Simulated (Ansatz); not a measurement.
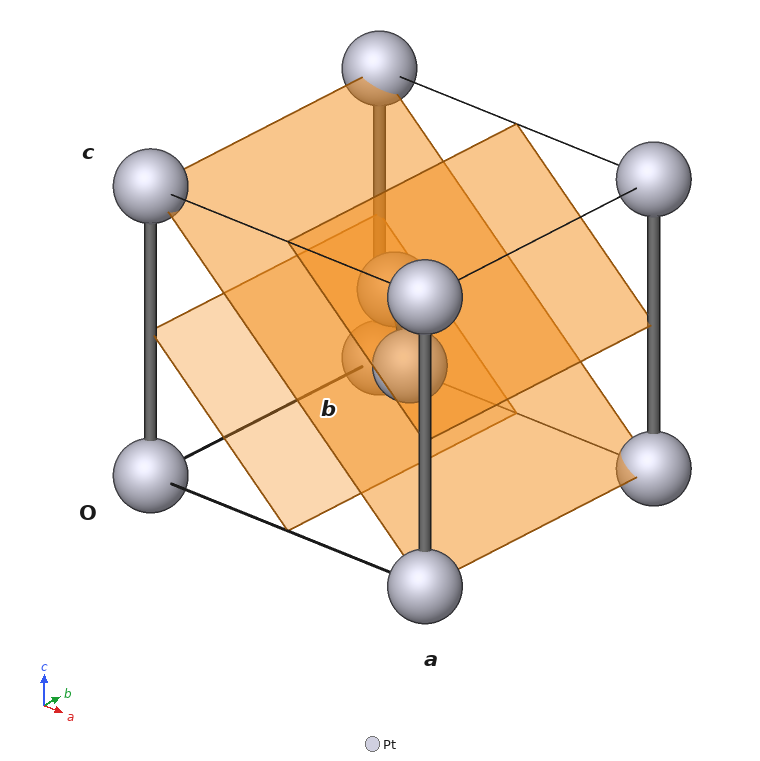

For Pt, the geometry relaxed with Ansatz 0.2.0, DFT, m-r2SCAN, plane waves (500 eV) with PAW, scalar-relativistic; the starting structure was generated, so it need not be a known form of this composition: every member of one family of equally spaced planes, hx + ky + lz = a whole number, that cuts the unit cell is shaded (one member passes through the origin O, touching the cell only at an edge or corner). Symmetry computed with spglib at a tolerance of 0.002 Å; standard conventional cell.

a = 4.502 Å, b = 4.502 Å, c = 2.678 Å, α = 90.00°, β = 90.00°, γ = 120.00°.

Question: Index the planes.

Answer: (2 0 2), in four indices (2 0 −2 2); the opposite sign names the same planes. The member next to the origin meets the axes a at 1/2, b never, c at 1/2.

Question: What is the spacing?

Answer: d = 1.104 Å.

Question: Which atoms of the cell lie in these planes (within 0.03 Å)?

Answer: 1 of the 3 Pt.

Question: The space group is P6/mmm (No. 191). How many reflections hkl are equivalent to this one (itself included), and does it occur?

Answer: 12 reflections are equivalent in the Laue class 6/mmm. The space group allows the reflection.
